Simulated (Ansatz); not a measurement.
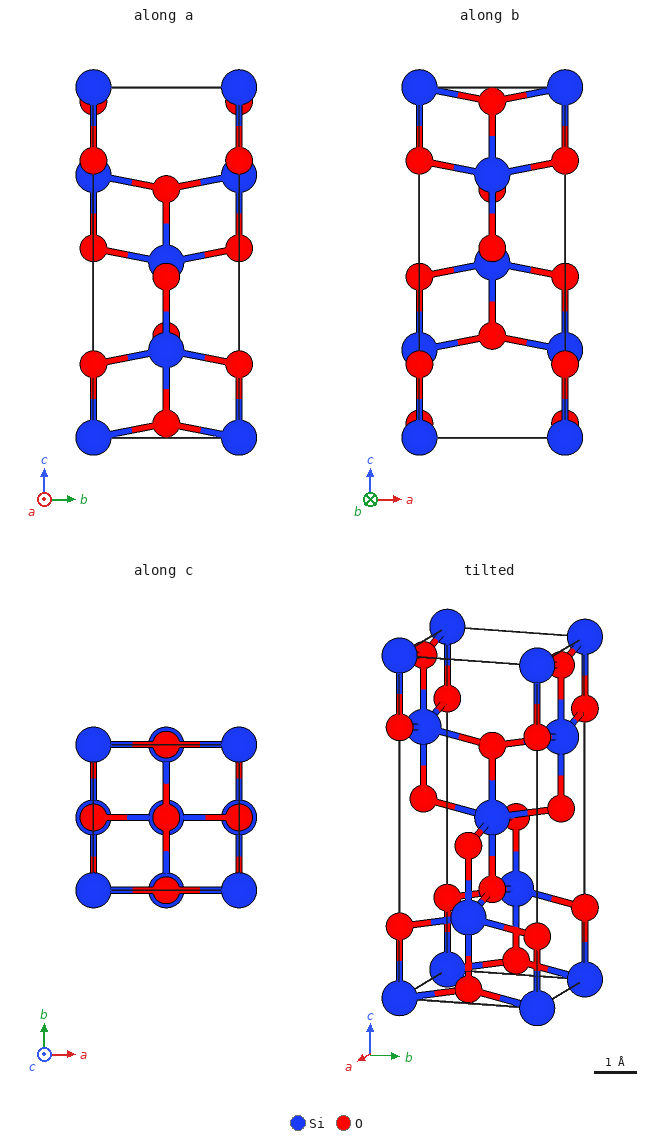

A ball-and-stick rendering, viewed along the a axis, along the b axis, along the c axis and slightly off an axis. The parallelepiped is the conventional unit cell.

Lattice parameters: a = 3.485 Å, b = 3.485 Å, c = 8.384 Å, α = 90.00°, β = 90.00°, γ = 90.00°. Put a along x and b in the xy plane.

Convert the drawing into a POSCAR file, with free fractional coordinates to two decimals.

Answer.
```
Si O
1.0
     3.485    0.000    0.000
     0.000    3.485    0.000
     0.000    0.000    8.384
Si O
4 8
Direct
  0.00 0.50 0.25
  0.00 0.00 0.00
  0.50 0.00 0.75
  0.50 0.50 0.50
  0.00 0.50 0.04
  0.50 0.50 0.29
  0.00 0.00 0.21
  0.00 0.50 0.46
  0.50 0.00 0.54
  0.00 0.00 0.79
  0.50 0.50 0.71
  0.50 0.00 0.96
```

The structure was taken from a structure type filled with these elements by a generator (whether the compound takes this form wasn't checked). This is the structure after a relaxation with Ansatz, DFT, r2SCAN+rVV10, plane waves, PAW.
